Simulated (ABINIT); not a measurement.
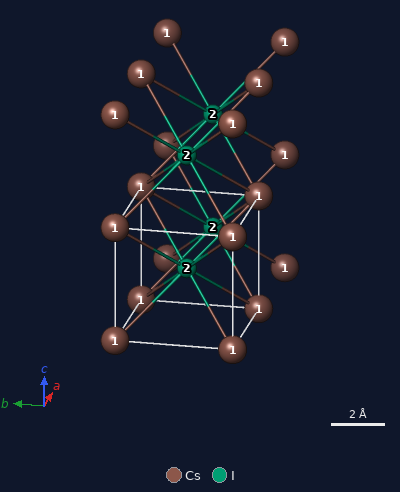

Fig. 1: The structure as given in the input (ball-and-stick view of the cell of the calculation, repeated 2 × 1 × 2, seen at an oblique angle; atoms are numbered from 1 in the order of the input). Near neighbours in the crystal (not all of them lie inside the picture): Cs has 8 I at 3.95 Å; I has 8 Cs at 3.95 Å.

NMR shielding calculation, with input and output: CsI (part 1 of 2)

System: CsI (Pm-3m, 2 atoms in the cell).
Method: Kohn-Sham DFT of a periodic cell, PBEsol, JTH PAW PBE v2.0, no spin polarisation (ABINIT 10.8.3).

The structure derives from an entry of the Crystallography Open Database.

Input file:
```
ndtset 2

pp_dirpath "./"
pseudos "Cs.GGA_PBE-JTH.xml, I.GGA_PBE-JTH.xml"

acell 3*1.0
rprim
     8.6298122933     0.0000000000     0.0000000000
     0.0000000000     8.6298122933     0.0000000000
     0.0000000000     0.0000000000     8.6298122933
ntypat 2
znucl 55 53
natom 2
typat 1 2
xred
            0.0            0.0            0.0
            1/2            1/2            1/2

ecut 16.0
pawecutdg 32.0
pawxcdev 0

kptopt 3
ngkpt 4 4 4
nshiftk 1
shiftk 0.5 0.5 0.5
istwfk *1

ixc -116133

nband 8
occopt 1

nstep 80
diemac 6.0

prteig 0
prtebands 0
prtden 0
prtpot 0

nsym 1
symmorphi 0
usexcnhat 0
pawcpxocc 2
optforces 0
optstress 0

nucdipmom1
  0.0 0.0 0.0
  1.0 0.0 0.0
tolvrs1 1.0e-11

nucdipmom2
  0.0 0.0 0.0
  1.0 0.0 0.0
getwfk2 1
iscf2 -3
rfddk2 1
rfdir2 1 1 1
nqpt2 1
qpt2 0.0 0.0 0.0
tolwfr2 1.0e-18
orbmag2 2
prtwf2 0
```

Run on 1 thread of Arm Neoverse V2, 24 GiB of memory available, shared host.

Command:
```bash
abinit run.abi > log 2>&1
```

Output:
```
.Version 10.8.3 of ABINIT
 DATASET    1 : space group P1 (#  1); Bravais aP (primitive triclinic)
================================================================================
 Values of the parameters that define the memory need for DATASET  1.
     intxc =       0    ionmov =       0      iscf =      17    lmnmax =      18
     lnmax =       6     mgfft =      32  mpssoang =       3    mqgrid =    3001
     natom =       2  nloc_mem =       2    nspden =       1   nspinor =       1
    nsppol =       1      nsym =       1    n1xccc =       1    ntypat =       2
    occopt =       1   xclevel =       2
       mpw =        1967          nfft =       32768          nkpt =          64
 PAW method is used; the additional fine FFT grid is defined by:
   mgfftf=        45    nfftf =     91125
================================================================================
================================================================================

 DATASET    2 : space group P1 (#  1); Bravais aP (primitive triclinic)
================================================================================
 Values of the parameters that define the memory need for DATASET  2 (RF).
     intxc =       0      iscf =      -3    lmnmax =      18     lnmax =       6
     mgfft =      32  mpssoang =       3    mqgrid =    3001     natom =       2
  nloc_mem =       2    nspden =       1   nspinor =       1    nsppol =       1
      nsym =       1    n1xccc =       1    ntypat =       2    occopt =       1
   xclevel =       2
      nfft =       32768          nkpt =          64
================================================================================
================================================================================

--------------------------------------------------------------------------------
------------- Echo of variables that govern the present computation ------------
--------------------------------------------------------------------------------
 -outvars: echo values of preprocessed input variables --------
            acell      1.0000000000E+00  1.0000000000E+00  1.0000000000E+00 Bohr
              amu      1.32905430E+02  1.26904470E+02
           diemac      6.00000000E+00
             ecut      1.60000000E+01 Hartree
           getwfk1          0
           getwfk2          1
             iscf1         17
             iscf2         -3
              ixc     -116133
           jdtset        1    2
                       outvar_i_n : Printing only first  50 k-points.
           kptopt           3
         kptrlatt        4    0    0      0    4    0      0    0    4
          kptrlen      3.45192492E+01
            natom           2
            nband           8
           ndtset           2
            ngfft          32      32      32
          ngfftdg          45      45      45
             nkpt          64
             nqpt1          0
             nqpt2          1
            nstep          80
             nsym           1
           ntypat           2
        nucdipmom      0.0000000000E+00  0.0000000000E+00  0.0000000000E+00
                       1.0000000000E+00  0.0000000000E+00  0.0000000000E+00
        optdriver1          0
        optdriver2          1
        optforces           0
        optstress           0
           orbmag1          0
           orbmag2          2
        pawcpxocc           2
        pawecutdg      3.20000000E+01 Hartree
         pawxcdev           0
           prtden           0
        prtebands           0
           prteig           0
            prtwf1          1
            prtwf2          0
            rfddk1          0
            rfddk2          1
            rprim      8.6298122933E+00  0.0000000000E+00  0.0000000000E+00
                       0.0000000000E+00  8.6298122933E+00  0.0000000000E+00
                       0.0000000000E+00  0.0000000000E+00  8.6298122933E+00
           shiftk      5.00000000E-01  5.00000000E-01  5.00000000E-01
          spgroup           1
        symmorphi           0
           tolvrs1     1.00000000E-11
           tolvrs2     0.00000000E+00
           tolwfr1     0.00000000E+00
           tolwfr2     1.00000000E-18
            typat      1  2
        usexcnhat           0
           useylm           1
                       outvars : Printing only first  50 k-points.
           xangst      0.0000000000E+00  0.0000000000E+00  0.0000000000E+00
                       2.2833499984E+00  2.2833499984E+00  2.2833499984E+00
            xcart      0.0000000000E+00  0.0000000000E+00  0.0000000000E+00
                       4.3149061467E+00  4.3149061467E+00  4.3149061467E+00
             xred      0.0000000000E+00  0.0000000000E+00  0.0000000000E+00
                       5.0000000000E-01  5.0000000000E-01  5.0000000000E-01
            znucl       55.00000   53.00000

================================================================================

 chkinp: Checking input parameters for consistency, jdtset=   1.

 chkinp: Checking input parameters for consistency, jdtset=   2.

================================================================================
== DATASET  1 ==================================================================

--- !DatasetInfo
iteration_state: {dtset: 1, }
dimensions: {natom: 2, nkpt: 64, mband: 8, nsppol: 1, nspinor: 1, nspden: 1, mpw: 1967, }
cutoff_energies: {ecut:  16.0, pawecutdg:  32.0, }
electrons: {nelect:   1.60000000E+01, charge:   0.00000000E+00, occopt:   1.00000000E+00, tsmear:   1.00000000E-02, }
meta: {optdriver: 0, ionmov: 0, optcell: 0, iscf: 17, paral_kgb: 0, }
...

 Real(R)+Recip(G) space primitive vectors, cartesian coordinates (Bohr,Bohr^-1):
 R(1)=  8.6298123  0.0000000  0.0000000  G(1)=  0.1158774  0.0000000  0.0000000
 R(2)=  0.0000000  8.6298123  0.0000000  G(2)=  0.0000000  0.1158774  0.0000000
 R(3)=  0.0000000  0.0000000  8.6298123  G(3)=  0.0000000  0.0000000  0.1158774
 Unit cell volume ucvol=  6.4269371E+02 bohr^3
 Angles (23,13,12)=  9.00000000E+01  9.00000000E+01  9.00000000E+01 degrees

 Coarse grid specifications (used for wave-functions):

 getcut: wavevector=  0.0000  0.0000  0.0000  ngfft=  32  32  32
         ecut(hartree)=     16.000   => boxcut(ratio)=   2.05932

 Fine grid specifications (used for densities):

 getcut: wavevector=  0.0000  0.0000  0.0000  ngfft=  45  45  45
         ecut(hartree)=     32.000   => boxcut(ratio)=   2.00222

--- Pseudopotential description ------------------------------------------------
- pspini: atom type   1  psp file is ./Cs.GGA_PBE-JTH.xml
 Pseudopotential format is: paw10
 basis_size (lnmax)=  6 (lmn_size= 18), orbitals=   0   0   1   1   2   2
 Spheres core radius: rc_sph= 2.20660278
 Shapefunction is SIN type: shapef(r)=[sin(pi*r/rshp)/(pi*r/rshp)]**2
 Radius for shape functions =  2.00394208
 Compensation charge density is not taken into account in XC energy/potential

- pspini: atom type   2  psp file is ./I.GGA_PBE-JTH.xml
 Pseudopotential format is: paw10
 basis_size (lnmax)=  4 (lmn_size=  8), orbitals=   0   0   1   1
 Spheres core radius: rc_sph= 2.30022271
 Shapefunction is SIN type: shapef(r)=[sin(pi*r/rshp)/(pi*r/rshp)]**2
 Radius for shape functions =  2.10879093
 Compensation charge density is not taken into account in XC energy/potential

   2.17409093E+03                                ecore*ucvol(ha*bohr**3)
--------------------------------------------------------------------------------

================================================================================

--- !BeginCycle
iteration_state: {dtset: 1, }
solver: {iscf: 17, nstep: 80, nline: 4, wfoptalg: 10, }
tolerances: {tolvrs: 1.00E-11, }
...

     iter   Etot(hartree)      deltaE(h)  residm     nres2
 ETOT  1  -32.228659972935    -3.223E+01 4.097E-02 2.554E-01
 ETOT  2  -32.247248726918    -1.859E-02 1.513E-06 4.616E-02
 ETOT  3  -32.246999607571     2.491E-04 2.917E-06 1.572E-02
 ETOT  4  -32.247004170260    -4.563E-06 3.495E-06 5.306E-04
 ETOT  5  -32.247020101943    -1.593E-05 3.620E-08 2.238E-05
 ETOT  6  -32.247020924128    -8.222E-07 2.904E-10 7.857E-07
 ETOT  7  -32.247020963264    -3.914E-08 3.028E-11 6.093E-08
 ETOT  8  -32.247020966874    -3.610E-09 6.265E-13 2.703E-09
 ETOT  9  -32.247020966954    -7.918E-11 4.199E-13 9.102E-11
 ETOT 10  -32.247020966956    -2.203E-12 1.520E-14 1.295E-11
 ETOT 11  -32.247020966956     1.279E-13 2.307E-15 1.843E-12

 At SCF step   11       nres2   =  1.84E-12 < tolvrs=  1.00E-11 =>converged.

--- !ResultsGS
iteration_state: {dtset: 1, }
comment   : Summary of ground state results
lattice_vectors:
- [  8.6298123,   0.0000000,   0.0000000, ]
- [  0.0000000,   8.6298123,   0.0000000, ]
- [  0.0000000,   0.0000000,   8.6298123, ]
lattice_lengths: [   8.62981,    8.62981,    8.62981, ]
lattice_angles: [ 90.000,  90.000,  90.000, ] # degrees, (23, 13, 12)
lattice_volume:   6.4269371E+02
convergence: {deltae:  1.279E-13, res2:  1.843E-12, residm:  2.307E-15, diffor:  0.000E+00, }
etotal    :  -3.22470210E+01
entropy   :   0.00000000E+00
fermie    :  -1.09420866E-01
cartesian_stress_tensor: null
pressure_GPa: null
xred      :
- [  0.0000E+00,   0.0000E+00,   0.0000E+00, Cs]
- [  5.0000E-01,   5.0000E-01,   5.0000E-01,  I]
cartesian_forces: null
force_length_stats: {min: null, max: null, mean: null, }
...

 Integrated electronic density in atomic spheres:
 ------------------------------------------------
 Atom  Sphere_radius  Integrated_density
    1        2.20660          5.36899611
    2        2.30022          3.99705476

================================================================================

 ----iterations are completed or convergence reached----

 Mean square residual over all n,k,spin=   51.402E-17; max=  23.068E-16
 reduced coordinates (array xred) for    2 atoms
       0.000000000000      0.000000000000      0.000000000000
       0.500000000000      0.500000000000      0.500000000000
 rms dE/dt=  0.0000E+00; max dE/dt=  0.0000E+00; dE/dt below (all hartree)
    1       0.000000000000      0.000000000000      0.000000000000
    2       0.000000000000      0.000000000000      0.000000000000

 cartesian coordinates (angstrom) at end:
    1      0.00000000000000     0.00000000000000     0.00000000000000
    2      2.28334999844341     2.28334999844341     2.28334999844341
 length scales=  1.000000000000  1.000000000000  1.000000000000 bohr
              =  0.529177210544  0.529177210544  0.529177210544 angstroms
 Fermi (or HOMO) energy (hartree) =  -0.10942   Average Vxc (hartree)=  -0.29634
 Eigenvalues (hartree) for nkpt=  64  k points:
 kpt#   1, nband=  8, wtk=  0.01563, kpt=  0.1250  0.1250  0.1250 (reduced coord)
  -0.84782   -0.49268   -0.36006   -0.36005   -0.35683   -0.11994   -0.11080   -0.10967
 prteigrs : prtvol=0 or 1, do not print more k-points.
```
